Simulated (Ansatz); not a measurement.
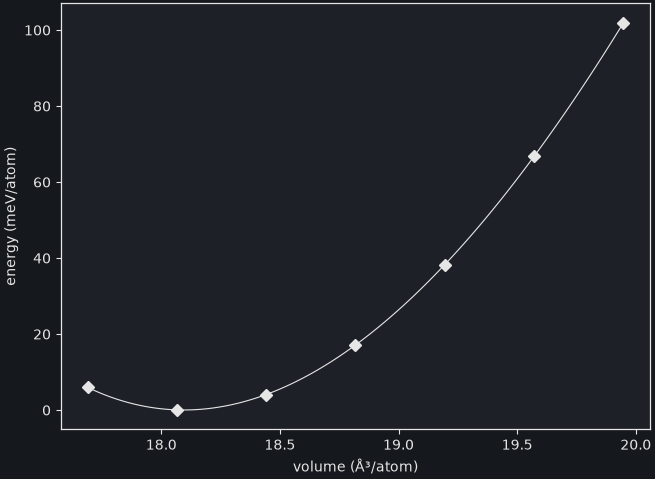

The picture above shows the energy against volume.

Method: all-electron LAPW DFT, no spin polarisation; energies at scaled volumes of the given cell, shape and fractions fixed, counted from the fit's minimum, third-order Birch-Murnaghan fit (Ansatz 0.2.0). Level: PBEsol.

Question: For which of these solids was it computed?
A. Na, P6_3/mmc (No. 194)
B. Ta, P6_3/mmc (No. 194)
C. PtSe₂, P-3m1 (No. 164)

Answer: B, Ta: energy from 0 meV/atom to 102 meV/atom, V0 18.09 Å³/atom, B0 202 GPa. The others give: Na, energy from 0.01 meV/atom to 5.08 meV/atom, V0 36.47 Å³/atom, B0 7.7 GPa; PtSe₂, energy from 0.11 meV/atom to 53.50 meV/atom, V0 20.59 Å³/atom, B0 127 GPa.

For Na, limits of the calculation: shape and atomic fractions are frozen while scaling, which makes layered, chain and framework solids too stiff.

For PtSe₂, limits of the calculation: spin-orbit coupling left out, heavy elements; shape and atomic fractions are frozen while scaling, which makes layered, chain and framework solids too stiff.

For Ta, limits of the calculation: shape and atomic fractions are frozen while scaling, which makes layered, chain and framework solids too stiff.
